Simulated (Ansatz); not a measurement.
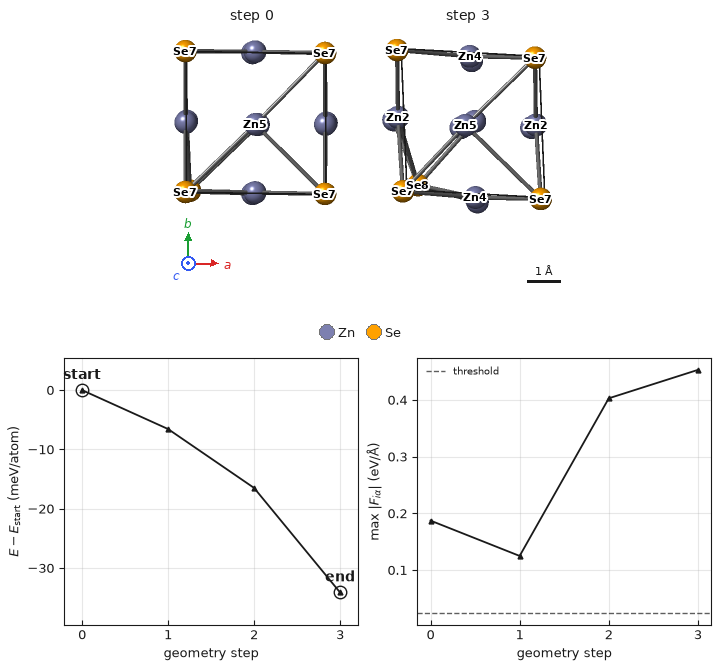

First and last geometry of a relaxation of solid Zn3Se (a generated structure, set up in P1) (coarse preliminary run), with the history of the run. The picture is a ball-and-stick view of the cell of the calculation, seen along the c axis.

Theory: Ansatz 0.2.0, DFT PBE, scalar-relativistic, plane waves, PAW.

The input:
```yaml
crystal:
  lattice:
    - [4.3467894414, -0.0297775308, 0.0378336971]
    - [-0.0297775308, 4.3855160408, 0.0159355236]
    - [0.0639502079, 0.0269357774, 7.4869515335]
  atoms:
    - { symbol: Zn, position: [1.003680782, 0.5068412525, 0.2614773997] }
    - { symbol: Zn, position: [0.9964740163, 0.4960154555, 0.7463688802] }
    - { symbol: Zn, position: [0.4745804192, -0.0028745221, 0.248143334] }
    - { symbol: Zn, position: [0.4927755176, 0.005850438, 0.7471600273] }
    - { symbol: Zn, position: [0.4951209564, 0.489684282, -0.0005978849] }
    - { symbol: Zn, position: [0.5170716793, 0.489106756, 0.5077025179] }
    - { symbol: Se, position: [-0.0058795551, 0.0031233979, -0.0081548877] }
    - { symbol: Se, position: [0.0261761843, 0.0122529402, 0.4979006135] }
basis:
  ecutwfc: 420
kpoints:
  mp_grid: { grid: [6, 6, 4] }
hamiltonian:
  xc: pbe
scf:
  occupations: { method: gaussian, width: 0.2 }
  lower_state_search: "off"
output:
  forces: true
  stress: true
  eigenvalues: true
relax:
  adjacent_minimum: "off"
  f_tol: 0.025
  max_steps: 60
  cell: { stress_tol: 0.25 }
```

Run as
```bash
ansatz run input.yaml --threads 1 --pin off --max-ram 2560MiB --backend cpu --events-out ev --progress --plain --runs-dir out
```

Read the history and describe the run.

The run was cut off at its time limit before the relaxation converged, so the last structure is only a point on the way. The largest move relative to the cell is that of Se8, 0.35 Å roughly along [3 2 −1]. By element the largest moves are Se 0.35 Å, Zn 0.34 Å. The volume changes by +2.4 %, with a 4.347 → 4.303 Å (−1.0 %), b 4.386 → 4.402 Å (+0.4 %), c 7.487 → 7.769 Å (+3.8 %), α 89.6° → 88.5°, β 89.0° → 86.8°, γ 90.8° → 95.5°. Some distances before and after: Zn3–Se7 2.938 → 2.569 Å, Zn6–Se8 3.066 → 3.372 Å, Zn3–Se7 (another image) 2.861 → 3.165 Å, Zn6–Se8 (another image) 2.970 → 2.685 Å. Among the angles between lasting bonds that change: Zn1–Se8–Zn4 118.1° → 139.7°, Zn3–Se8–Zn6 62.0° → 77.5°, Zn1–Se8–Zn3 67.8° → 82.6°. The space group stays P1 (No. 1). Over 3 geometry steps the energy falls by 34.1 meV per atom. The largest force component goes from 0.19 to 0.45 eV/Å. The pressure goes from 0.52 to −0.14 GPa. The run took 6.5 min on 1 thread of Arm Neoverse V2, on a shared host, peak memory 0.71 GiB.
